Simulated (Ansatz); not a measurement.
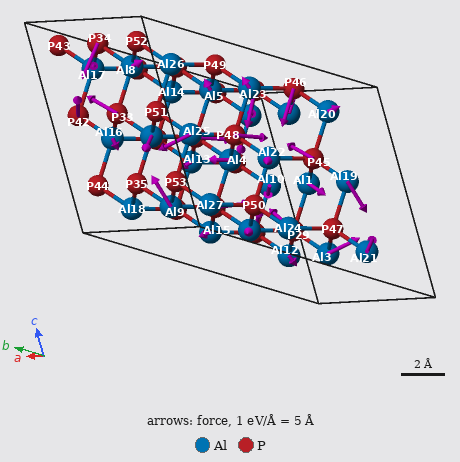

Starting geometry of a defect cell of composition Al$_{27}$P$_{26}$ (cell charge +2) with the computed forces as purple arrows. The picture is a ball-and-stick view of the cell of the calculation (origin shifted), seen from a free direction.

Level of theory: DFT, PBE, plane-wave PAW, default files, scalar-relativistic (Ansatz). Set-up: plane-wave cutoff 420 eV; k-point mesh 2 × 2 × 2; occupations fermi dirac; smearing width 0.01 eV; collinear spin; atoms relaxed in a fixed cell; force threshold 0.03 eV/Å; at most 40 steps.

What follows when this structure is relaxed?

Answer. It isn't relaxed: the largest force vector, on P atoms, is 0.38 eV/Å. The final displacements follow the starting forces only in part (cosine between the two patterns 0.41). The energy falls by 0.407 eV per cell of the calculation in 6 geometry steps. Largest force component: 0.36 eV/Å at the start, 0.0046 eV/Å at the end. The largest moves, 0.25 Å, are those of Al atoms. By element the largest moves are Al 0.25 Å, P 0.04 Å. The cell doesn't change. Near-neighbour distances that change, for instance: Al–P 2.360 → 2.317 Å, Al–P 2.360 → 2.385 Å, Al–P 2.360 → 2.340 Å. Among the angles between lasting bonds that change: Al–P–Al 109.5° → 101.8°, P–Al–P 109.5° → 115.2°, Al–P–Al 109.5° → 112.2°. The program noted that the starting moments weren't kept. The run may lie on a higher electronic state than the lowest, so the end point isn't shown to be the ground-state structure. The run took 2.8 min on 4 threads of Intel(R) Xeon(R) Platinum 8559C (Emerald Rapids), on a shared host, peak memory 4.8 GiB.

Limits of the set-up: the cell is charged, on a uniform background, and energies carry no finite-size correction.
